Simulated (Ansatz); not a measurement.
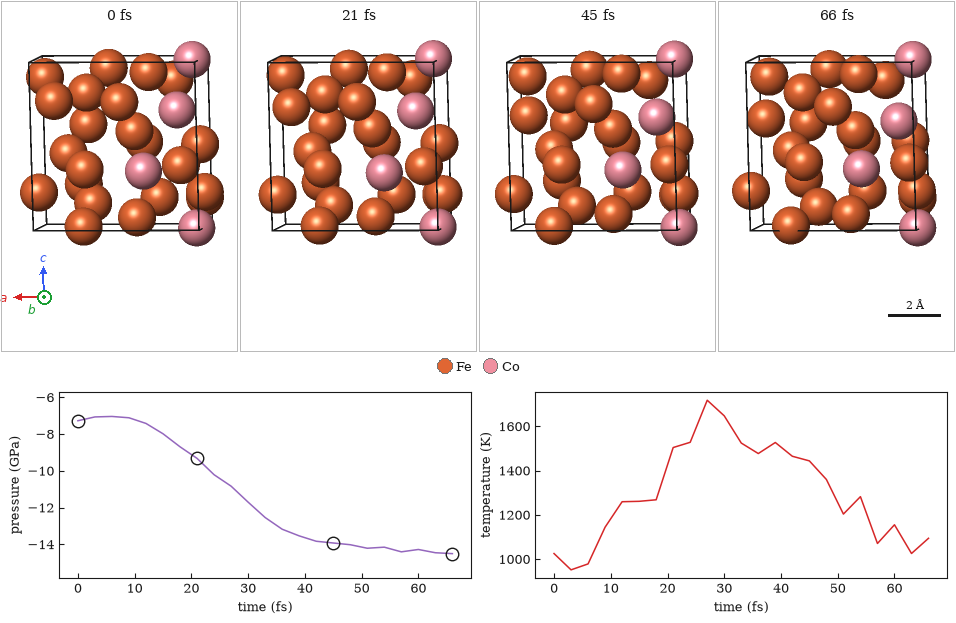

A Born-Oppenheimer molecular dynamics run of an amorphous cell of composition Fe₇Co (24 atoms in the cell), 66 fs long. It starts from the last geometry of an earlier run, with fresh velocities. Frames and the history of the run. Style: spheres-only. Shown: the simulation cell, from a free direction.

These are results of DFT PBEsol, scalar-relativistic, plane waves, PAW in Ansatz, not measurements. Settings: plane-wave cutoff 420 eV; k-point mesh 1 × 1 × 1; Fermi-Dirac smearing 0.0922 eV; volume 1.04 times that of the relaxed crystal; set temperature 1070 K; time step 3 fs.

Q: What happens in this trajectory?

A: The mean temperature in the second half is 1303 K (standard deviation 179 K). The temperature is still falling (1456 K in the second quarter, 1126 K in the last), so the run isn't equilibrated. The potential energy in the second half lies on average 115 meV per atom below the first frame. The mean pressure there is −13.9 GPa. In the second half of the run the atoms are, in the root-mean-square, this far from where they began (common drift taken out): Fe 0.31 Å, Co 0.27 Å. The run lasts only 66 fs, too short to tell vibration from diffusion.

Limits of the set-up: the k-point mesh is coarse for a cell with partly filled bands; the periodic images lie only 6.3 Å apart, so the values are limited by the cell's size; an element that often carries a moment was run without spin polarisation.

The run took 5.9 min on 2 threads of AMD EPYC (Zen 3), on a shared host, peak memory 0.69 GiB.
